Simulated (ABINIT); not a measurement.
**Run report: BeS, G0W0 calculation (part 3 of 3)**

The same run, continued: BeS (2 atoms in the cell); Kohn-Sham DFT of a periodic cell, PBE, PseudoDojo NC SR PBE v0.4.1 standard, G0W0, no spin polarisation (ABINIT 10.8.3); cutoff 1197.3 eV, 6×6×6 k-mesh, fixed occupations. The structure derives from an entry of the Crystallography Open Database.

Geometry of the input (Å; fractional positions):
```
0.0000  2.4395  2.4395
2.4395  0.0000  2.4395
2.4395  2.4395  0.0000
S  0.7500  0.7500  0.7500
Be 0.0000  0.0000  0.0000
```

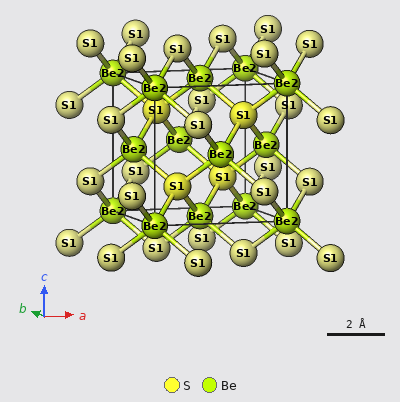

*The structure as given in the input (ball-and-stick view of the cell 4 times as large as that of the calculation, set on its symmetry axes, seen slightly off an axis; neighbours outside the cell are drawn fainter; atoms are numbered from 1 in the order of the input).*

What the program printed, continued:
```
--- !DatasetInfo
iteration_state: {dtset: 4, }
dimensions: {natom: 2, nkpt: 16, mband: 70, nsppol: 1, nspinor: 1, nspden: 1, mpw: 2764, }
cutoff_energies: {ecut:  44.0, pawecutdg:  -1.0, }
electrons: {nelect:   1.00000000E+01, charge:   0.00000000E+00, occopt:   1.00000000E+00, tsmear:   1.00000000E-02, }
meta: {optdriver: 4, gwcalctyp: 0, }
...

 mkfilename : getwfk/=0, take file _WFK from output of DATASET   2.

 mkfilename : getscr/=0, take file _SCR from output of DATASET   3.

 Exchange-correlation functional for the present dataset will be:
  GGA: Perdew-Burke-Ernzerhof functional - ixc=11
  J.P.Perdew, K.Burke, M.Ernzerhof, PRL 77, 3865 (1996)

 SIGMA: Calculation of the GW corrections

 Based on a program developped by R.W. Godby, V. Olevano, G. Onida, and L. Reining.
 Incorporated in ABINIT by V. Olevano, G.-M. Rignanese, and M. Torrent.

 Real(R)+Recip(G) space primitive vectors, cartesian coordinates (Bohr,Bohr^-1):
 R(1)=  0.0000000  4.6099156  4.6099156  G(1)= -0.1084619  0.1084619  0.1084619
 R(2)=  4.6099156  0.0000000  4.6099156  G(2)=  0.1084619 -0.1084619  0.1084619
 R(3)=  4.6099156  4.6099156  0.0000000  G(3)=  0.1084619  0.1084619 -0.1084619
 Unit cell volume ucvol=  1.9593360E+02 bohr^3
 Angles (23,13,12)=  6.00000000E+01  6.00000000E+01  6.00000000E+01 degrees

--- Pseudopotential description ------------------------------------------------
- pspini: atom type   1  psp file is ./S.upf
  16.00000   6.00000  171031                  znucl, zion, pspdat
12 -101130 2 -1 1146                          pspcod,pspxc,lmax,lloc,mmax
     nproj     2     2     2

- pspini: atom type   2  psp file is ./Be.upf
   4.00000   4.00000  171031                  znucl, zion, pspdat
12 -101130 1 -1 1358                          pspcod,pspxc,lmax,lloc,mmax
     nproj     2     2     0

--------------------------------------------------------------------------------

 ==== K-mesh for the wavefunctions ====
 Number of points in the irreducible wedge :    16
 Reduced coordinates and weights :

     1)     0.00000000E+00  0.00000000E+00  0.00000000E+00       0.00463
     2)     1.66666667E-01  0.00000000E+00  0.00000000E+00       0.03704
     3)     3.33333333E-01  0.00000000E+00  0.00000000E+00       0.03704
     4)     5.00000000E-01  0.00000000E+00  0.00000000E+00       0.01852
   [... 12 further points ...]

 Together with 24 symmetry operations and time-reversal symmetry
 yields   216 points in the full Brillouin Zone.

 ==== Q-mesh for screening function ====
 Number of points in the irreducible wedge :    16
 Reduced coordinates and weights :

     1)     0.00000000E+00  0.00000000E+00  0.00000000E+00       0.00463
     2)     1.66666667E-01  0.00000000E+00  0.00000000E+00       0.03704
     3)     3.33333333E-01  0.00000000E+00  0.00000000E+00       0.03704
     4)     5.00000000E-01  0.00000000E+00  0.00000000E+00       0.01852
   [... 12 further points ...]

 Together with 24 symmetry operations and time-reversal symmetry
 yields   216 points in the full Brillouin Zone.

 vcoul_init : cutoff-mode = AUXILIARY_FUNCTION
 q-points for optical limit:   1
     1)      0.000010    0.000020    0.000030
 setmesh: FFT mesh size selected  =    40x   40x   40
          total number of points  =        64000

 Number of electrons calculated from density =   10.0000; Expected =   10.0000
 average of density, n =  0.051038
 r_s =    1.6724
 omega_plasma =   21.7922 [eV]

 === KS Band Gaps ===
  >>>> For spin  1
   Minimum direct gap =   5.6695 [eV], located at k-point      :   0.0000  0.0000  0.0000
   Fundamental gap    =   3.1516 [eV], Top of valence bands at :   0.0000  0.0000  0.0000
                                       Bottom of conduction at :   0.5000  0.5000  0.0000
 SIGMA fundamental parameters:
 PLASMON POLE MODEL  1
 number of plane-waves for SigmaX                 2733
 number of plane-waves for SigmaC and W            181
 number of plane-waves for wavefunctions          2733
 number of bands                                    70
 number of independent spin polarizations            1
 number of spinorial components                      1
 number of k-points in IBZ                          16
 number of q-points in IBZ                          16
 number of symmetry operations                      24
 number of k-points in BZ                          216
 number of q-points in BZ                          216
 number of frequencies for dSigma/dE                 9
 frequency step for dSigma/dE [eV]                0.25
 number of omega for Sigma on real axis              0
 max omega for Sigma on real axis  [eV]           0.00
 zcut for avoiding poles [eV]                     0.10

 EPSILON^-1 parameters (SCR file):
 dimension of the eps^-1 matrix on file            181
 dimension of the eps^-1 matrix used               181
 number of plane-waves for wavefunctions          1243
 number of bands                                    70
 number of q-points in IBZ                          16
 number of frequencies                               2
 number of real frequencies                          1
 number of imag frequencies                          1

 matrix elements of self-energy operator (all in [eV])

 Perturbative Calculation

--- !SelfEnergy_ee
iteration_state: {dtset: 4, }
kpoint     : [   0.000,    0.000,    0.000, ]
spin       : 1
KS_gap     :    5.669
QP_gap     :    7.548
Delta_QP_KS:    1.879
data: !SigmaeeData |
     Band     E0 <VxcDFT>   SigX SigC(E0)      Z dSigC/dE  Sig(E)    E-E0       E
        3   3.647 -13.686 -16.595   1.399   0.794  -0.260 -14.885  -1.199   2.448
        4   3.647 -13.686 -16.595   1.399   0.794  -0.260 -14.885  -1.199   2.448
        5   3.647 -13.686 -16.595   1.399   0.794  -0.260 -14.885  -1.199   2.448
        6   9.317 -10.999  -5.774  -4.386   0.811  -0.234 -10.319   0.680   9.997
        7   9.317 -10.999  -5.774  -4.386   0.811  -0.234 -10.319   0.680   9.997
        8   9.317 -10.999  -5.774  -4.386   0.811  -0.234 -10.319   0.680   9.997
...

--- !SelfEnergy_ee
iteration_state: {dtset: 4, }
kpoint     : [   0.500,    0.500,    0.000, ]
spin       : 1
KS_gap     :    5.730
QP_gap     :    7.328
Delta_QP_KS:    1.599
data: !SigmaeeData |
     Band     E0 <VxcDFT>   SigX SigC(E0)      Z dSigC/dE  Sig(E)    E-E0       E
        4   1.069 -12.556 -16.381   2.151   0.784  -0.275 -13.869  -1.313  -0.244
        5   1.069 -12.556 -16.381   2.151   0.784  -0.275 -13.869  -1.313  -0.244
        6   6.799  -9.288  -5.078  -3.863   0.824  -0.213  -9.002   0.286   7.085
...

== END DATASET(S) ==============================================================
================================================================================

 -outvars: echo values of variables after computation  --------
            acell      1.8897261259E+00  1.8897261259E+00  1.8897261259E+00 Bohr
           etotal1    -2.5070132957E+01
           etotal3     0.0000000000E+00
           etotal4     0.0000000000E+00
            fcart1    -0.0000000000E+00 -0.0000000000E+00 -0.0000000000E+00
                      -0.0000000000E+00 -0.0000000000E+00 -0.0000000000E+00
            fcart3     0.0000000000E+00  0.0000000000E+00  0.0000000000E+00
                       0.0000000000E+00  0.0000000000E+00  0.0000000000E+00
            fcart4     0.0000000000E+00  0.0000000000E+00  0.0000000000E+00
                       0.0000000000E+00  0.0000000000E+00  0.0000000000E+00
            rprim      0.0000000000E+00  2.4394622900E+00  2.4394622900E+00
                       2.4394622900E+00  0.0000000000E+00  2.4394622900E+00
                       2.4394622900E+00  2.4394622900E+00  0.0000000000E+00
           strten1    -1.0027150066E-06 -1.0027150066E-06 -1.0027150066E-06
                       0.0000000000E+00  0.0000000000E+00  0.0000000000E+00
           strten3     0.0000000000E+00  0.0000000000E+00  0.0000000000E+00
                       0.0000000000E+00  0.0000000000E+00  0.0000000000E+00
           strten4     0.0000000000E+00  0.0000000000E+00  0.0000000000E+00
                       0.0000000000E+00  0.0000000000E+00  0.0000000000E+00
           xangst      3.6591934350E+00  3.6591934350E+00  3.6591934350E+00
                       0.0000000000E+00  0.0000000000E+00  0.0000000000E+00
             xred      7.5000000000E-01  7.5000000000E-01  7.5000000000E-01
                       0.0000000000E+00  0.0000000000E+00  0.0000000000E+00
 Calculation completed.
```
